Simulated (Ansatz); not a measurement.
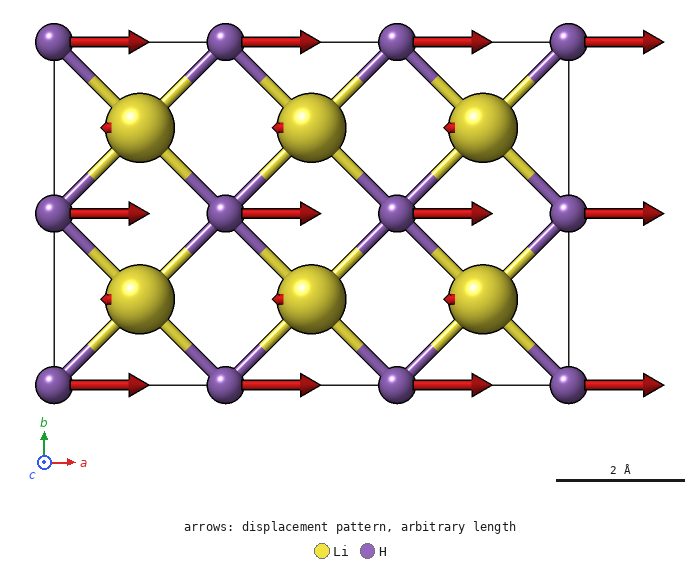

One vibrational mode of a free-standing layer of LiH (a generated structure) at the zone centre. The red arrows give the relative displacements of the atoms. The picture is a ball-and-stick view of the 3 × 2 repeat of the cell, outlined in the plane, without the vacuum, seen along the c axis.

These are results of DFT PBE, scalar-relativistic, plane waves, PAW in Ansatz, not measurements. Settings: plane-wave cutoff 420 eV; k-point mesh 10 × 10 × 1; occupations fixed; no spin polarisation.

Frequencies are those without the non-analytic (LO–TO) term.

What mode is this, and where does it lie in the spectrum?

Answer. This is the E_u mode (doubly degenerate; one member of the set is drawn) at 24.0 THz, the lowest optical level, infrared-active by symmetry. The H sublattice moves against the Li sublattice, along a of the drawn cell; the kinetic energy is shared as H 87 %, Li 13 %.
